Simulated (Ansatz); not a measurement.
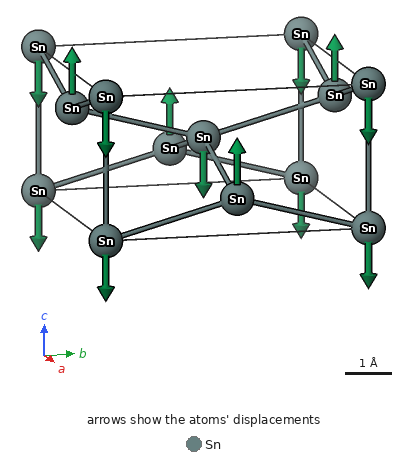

One vibrational mode of crystalline Sn at the zone centre. Displacements are drawn as green arrows; their common scale and sign are arbitrary. Style: ball-and-stick. Shown: the conventional cell (2 times the calculation's cell), slightly off an axis. Lengths and directions refer to the drawn axes.

All numbers below come from DFT PBE, scalar-relativistic, plane waves, PAW (Ansatz 0.2.0).

The input:
```yaml
crystal:
  lattice:
    - [-2.9742534398, 2.9742534398, 1.6104261931]
    - [2.9742534398, -2.9742534398, 1.6104261931]
    - [2.9742534398, 2.9742534398, -1.6104261931]
  atoms:
    - { symbol: Sn, position: [0.75, 0.25, 0.5] }
    - { symbol: Sn, position: [0.0, 0.0, 0.0] }
basis:
  ecutwfc: 420
kpoints:
  mp_grid: { grid: [14, 14, 14] }
hamiltonian:
  xc: pbe
scf:
  occupations: { method: fermi_dirac, width: 0.15 }
output:
  eigenvalues: true
phonons:
  method: dfpt
  eigenvectors: true
```

Launched with:
```bash
ansatz run input.yaml --threads 1 --pin off --max-ram 3072MiB --backend cpu --events-out ev --progress --plain --runs-dir out
```

The frequencies depend somewhat on the k-mesh and the smearing.

Describe the mode and give its frequency.

Answer. This is the B₁g mode at 1.21 THz, the lowest optical level, Raman-active by symmetry. All motion is along c; atoms of one kind move against one another, with no net shift of their sublattice.
